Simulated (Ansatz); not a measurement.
**AlCo: 5 runs along one coordinate**

System: AlCo (Pm-3m, 2 atoms in the cell).
Method: Kohn-Sham DFT of a periodic cell, PBE, Ansatz PAW, spin-polarised (Ansatz 0.2.0).

The 5 runs differ only in the geometry, by an even scaling of the cell at fixed fractional positions. The structure derives from a Materials Project entry.

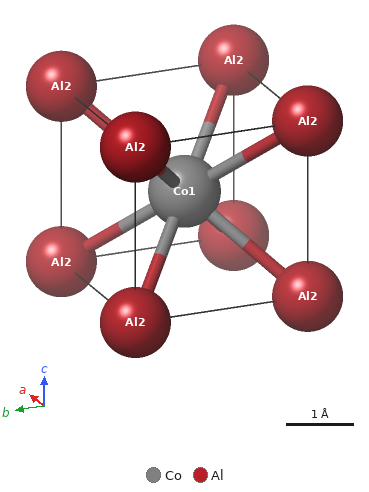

Figure 1. The structure of run 3 (ball-and-stick view of the cell of the calculation, seen at an oblique angle; atoms are numbered from 1 in the order of the input).

## Input of run 3
```yaml
crystal:
  lattice:
    - [2.81940321, 0.0, 0.0]
    - [0.0, 2.81940321, 0.0]
    - [0.0, 0.0, 2.81940321]
  atoms:
    - { symbol: Co, position: [0.5, 0.5, 0.5], spin: 2.0 }
    - { symbol: Al, position: [0.0, 0.0, 0.0] }
hamiltonian:
  xc: pbe
  pseudopotentials: { kind: paw }
magnetization:
  spin_polarized: true
kpoints:
  mp_grid: { grid: [9, 9, 9] }
scf:
  occupations: { method: fermi_dirac, width: 0.05 }
output:
  forces: true
  stress: true
  eigenvalues: true
```

Command:
```bash
ansatz run input.yaml --threads 1 --pin off --max-ram 2560MiB --backend cpu --events-out ev --progress --plain --runs-dir out
```

Run 4 differs from it as follows:
```diff
-    - [2.81940321, 0.0, 0.0]
-    - [0.0, 2.81940321, 0.0]
-    - [0.0, 0.0, 2.81940321]
+    - [2.8565048754, 0.0, 0.0]
+    - [0.0, 2.8565048754, 0.0]
+    - [0.0, 0.0, 2.8565048754]
```

## Results, with one run withheld

| run | volume per atom (Å³) | free energy per atom, from the lowest run given (meV) | pressure (GPa) |
| --- | --- | --- | --- |
| 1 | 10.758 | 35.18 | 15.83 |
| 2 | 10.982 | 16.49 | 10.99 |
| 3 | 11.206 | 4.22 | 6.63 |
| 4 | 11.654 | ? | ? |
| 5 | 11.878 | 0.00 | −4.07 |

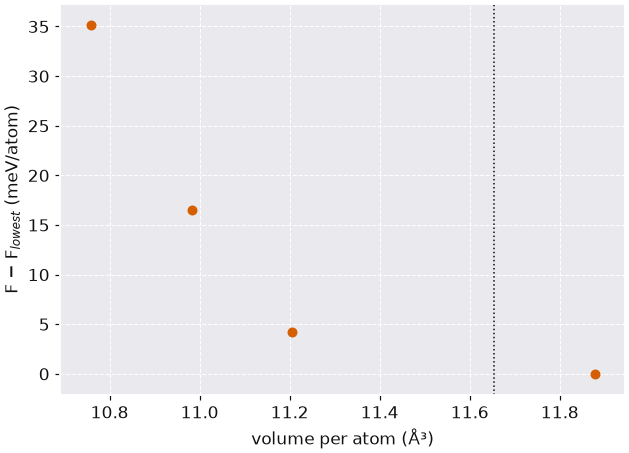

Figure 2. Free energy per atom of the runs given; the dotted line marks run 4.

What should run 4 give?

A quadratic polynomial in V^(−2/3) (the Birch–Murnaghan form), fitted to the 4 runs given, misses them by at most 0.01 meV per atom. With x = V^(−2/3) − 0.19985 Å⁻², it reads F = 4.7649 + 3614.5 x + 3.8667e+05 x² (meV per atom). At run 4 it gives −3.53 meV per atom, and the run itself gives −3.49. The slope of the fit gives a pressure −dF/dV of −0.87 GPa there, and the run prints −0.86 GPa. The fit has its minimum at 11.597 Å³ per atom, where V d²F/dV² gives 181 GPa: the bulk modulus at this level, since symmetry fixes the shape and the positions.

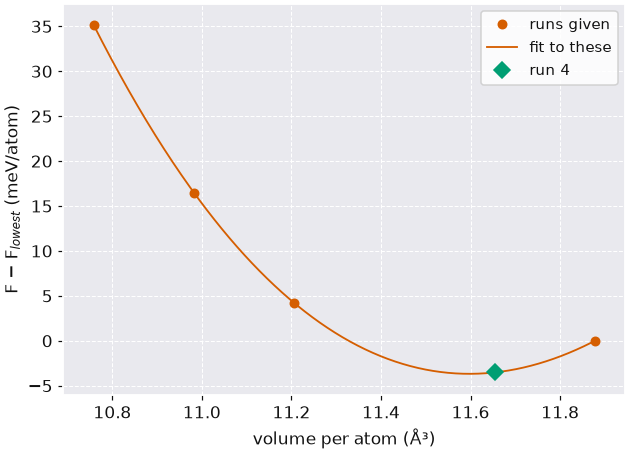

Figure 3. The fit and the withheld run.

## Output, shortened to warnings, some set-up lines, iterations and results (run 4)
```
WARN: the starting moments were not kept: the SCF closed with an absolute magnetisation of 8.3e-7 μB, where they sum to 2 μB in size (1 site). That is at most 0.1 of that sum. Measured as dr2_m measures the in/out step, that magnetisation stands 6.8e-13 eV from none, at or under the dr2_threshold of 1.0e-7 eV: it is no larger than a step whose dr2_m would equal this threshold. The system may hold …
Basis set: ecut = 420 eV, 461 PW (Γ), exchange–correlation on 40×40×40 points (8 copies of the dense FFT grid, shifted against one another)
Symmetry: 48 space group operations
k-points: 35 of 729
Initial density: superposition of atomic densities (chi_scale 0.1, normalization cell)
[...]
SCF iter   1: F=—  HF=-5664.371727 eV  |F-HF|=—  |Δ(HF+E_count)|=         —  Δρ=2.20e-1 (↑2.20e-1 ↓1.29e-1)  dr2=1.43e0  dr2_m=6.32e0  M=0.087 μB ∫|m|=0.235 μB  β_m=0.30  …
SCF iter   2: F=—  HF=-5663.652163 eV  |F-HF|=—  |Δ(HF+E_count)|=   7.20e-1  Δρ=1.28e-1 (↑1.13e-1 ↓1.28e-1)  dr2=2.31e-1  dr2_m=3.05e0  M=0.113 μB ∫|m|=0.234 μB  β_m=0.54  …
SCF iter   3: F=—  HF=-5666.399867 eV  |F-HF|=—  |Δ(HF+E_count)|=    2.75e0  Δρ=1.55e-1 (↑1.55e-1 ↓7.32e-2)  dr2=7.34e0  dr2_m=3.77e-1  M=0.026 μB ∫|m|=0.113 μB  β_m=0.41  …
SCF iter   4: F=—  HF=-5664.773780 eV  |F-HF|=—  |Δ(HF+E_count)|=    1.63e0  Δρ=1.66e-2 (↑2.63e-3 ↓1.66e-2)  dr2=5.13e-2  dr2_m=1.13e-2  M=0.034 μB ∫|m|=0.084 μB  β_m=0.71  …
SCF iter   5: F=—  HF=-5664.840599 eV  |F-HF|=—  |Δ(HF+E_count)|=   6.68e-2  Δρ=1.48e-2 (↑1.01e-2 ↓1.48e-2)  dr2=9.31e-2  dr2_m=1.24e-3  M=0.018 μB ∫|m|=0.048 μB  β_m=0.85  …
SCF iter   6: F=—  HF=-5664.843398 eV  |F-HF|=—  |Δ(HF+E_count)|=   2.80e-3  Δρ=2.80e-3 (↑2.80e-3 ↓2.04e-3)  dr2=4.06e-3  dr2_m=3.48e-5  M=0.003 μB ∫|m|=0.008 μB  β_m=0.78  …
SCF iter   7: F=—  HF=-5664.844036 eV  |F-HF|=—  |Δ(HF+E_count)|=   6.38e-4  Δρ=1.41e-3 (↑1.41e-3 ↓4.11e-4)  dr2=4.58e-4  dr2_m=5.82e-5  M=0.003 μB ∫|m|=0.008 μB  β_m=0.89  …
SCF iter   8: F=—  HF=-5664.844038 eV  |F-HF|=—  |Δ(HF+E_count)|=   1.53e-6  Δρ=4.02e-4 (↑4.02e-4 ↓7.00e-5)  dr2=2.66e-5  dr2_m=1.09e-5  M=0.001 μB ∫|m|=0.003 μB  β_m=0.92  …
SCF iter   9: F=—  HF=-5664.844066 eV  |F-HF|=—  |Δ(HF+E_count)|=   2.83e-5  Δρ=4.57e-5 (↑4.57e-5 ↓2.02e-5)  dr2=9.33e-7  dr2_m=5.71e-8  M=0.000 μB ∫|m|=0.000 μB  β_m=0.96  …
SCF iter  10: F=—  HF=-5664.844067 eV  |F-HF|=—  |Δ(HF+E_count)|=   4.71e-7  Δρ=1.54e-5 (↑1.54e-5 ↓3.26e-6)  dr2=3.70e-8  dr2_m=9.98e-9  M=0.000 μB ∫|m|=0.000 μB  β_m=0.91  …
SCF iter  11: F=—  HF=-5664.844067 eV  |F-HF|=—  |Δ(HF+E_count)|=   1.65e-9  Δρ=1.25e-6 (↑1.25e-6 ↓9.04e-7)  dr2=6.07e-10  dr2_m=1.69e-11  M=0.000 μB ∫|m|=0.000 μB  β_m=0.96  …
SCF iter  12: F=-5664.844067 eV  HF=-5664.844067 eV  |F-HF|=3.09e-11  |Δ(HF+E_count)|=  1.00e-11  Δρ=2.45e-7 (↑2.45e-7 ↓1.84e-7)  dr2=3.56e-11  dr2_m=2.97e-13  M=-0.000 μB …
SCF 1 converged in 12 iterations: F = -5664.844067 eV  dr2 = 3.56e-11
WARN: the starting moments were not kept: the SCF closed with an absolute magnetisation of 8.3e-7 μB, where they sum to 2 μB in size (1 site). That is at most 0.1 of that sum. Measured as dr2_m measures the in/out step, that magnetisation stands 6.8e-13 eV from none, at or under the dr2_threshold …
SCF converged after 12 iterations
Magnetization: -0.0000 μB (10.0000 up, 10.0000 down)
Absolute magnetization: 0.0000 μB (∫|ρ↑−ρ↓|, with the PAW one-centre terms)
Spin contamination: 0.0000 ħ² per cell (⟨S²⟩ above its minimum at these occupations)
Per-site moments (μB) at R_I (Å): [(-4.5977233309159543e-7, 1.0204448876038323), (1.2273305993998949e-7, 1.0204448876038323)]
Free energy (F): -5664.844067 eV
Harris-Foulkes:  -5664.844067 eV  (|F-HF|=3.09e-11)
Internal energy: -5664.839170 eV  (E = F + TS)
E sigma→0 (E₀):  -5664.841618 eV
Entropy (-TS):   -0.004896 eV (-2.448 meV/atom)
Fermi energy:    14.368960 eV
--- Per-component energies (eV) ---
  E_band       = -285.996618
  E_kinetic    = 482.998083
  E_local      = -3680.781582  (includes V_loc(G=0)·N_el)
  E_nonlocal   = 466.488760
  E_hartree    = 1589.561205
  E_xc         = -200.639829
  E_vxc        = -236.671825  (∫ρ·V_xc dr)
  E_paw        = -1985.174953  (= ΣΔE_a)
  E_vpaw       = -497.152039  (= ΣTr[D̂ρ^β])
[...]
```

Warnings of the run: some starting moments were not kept.
